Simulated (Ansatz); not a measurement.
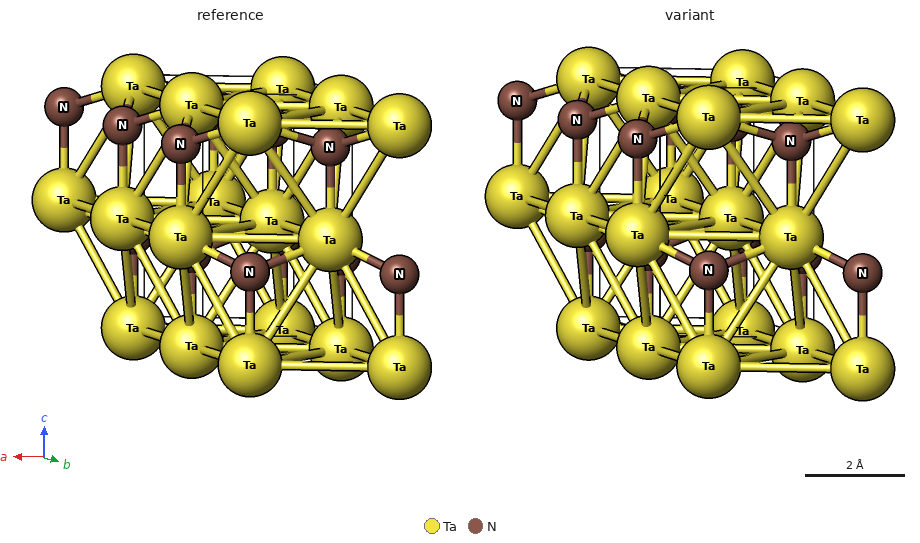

Left: a symmetric starting cell of TaN. Right: the same structure after one change, at the same scale. The picture is a ball-and-stick view of the cell of the calculation, repeated 2 × 3 × 1 with one cell outlined, seen from a free direction.

Method: Ansatz, DFT r2SCAN, scalar-relativistic, plane waves, PAW. (plane-wave cutoff 500 eV; k-point mesh 15 × 15 × 8; occupations gaussian; smearing width 0.1 eV; no spin polarisation)

What was changed?

All lengths are scaled by +3.0 % (volume +9.2 %), the atoms keeping their fractional coordinates. No relaxation follows. The starting cell wasn't computed here and needn't be at equilibrium, so pressure and forces aren't due to the change alone.

And its effect?

The pressure is 78.2 GPa (not all of it need come from the change, since the unchanged cell can be under pressure at this level too). The principal stresses (compression positive) are 68.0 GPa along c and 83.3 GPa across it. The largest forces, 2.2 eV/Å, act on Ta and N. Near-neighbour distances before and after: Ta–Ta 3.050 → 3.141 Å, Ta–Ta 3.033 → 3.124 Å, N–Ta 1.902 → 1.959 Å, N–Ta 1.850 → 1.905 Å. The space group stays P6_3mc (No. 186).
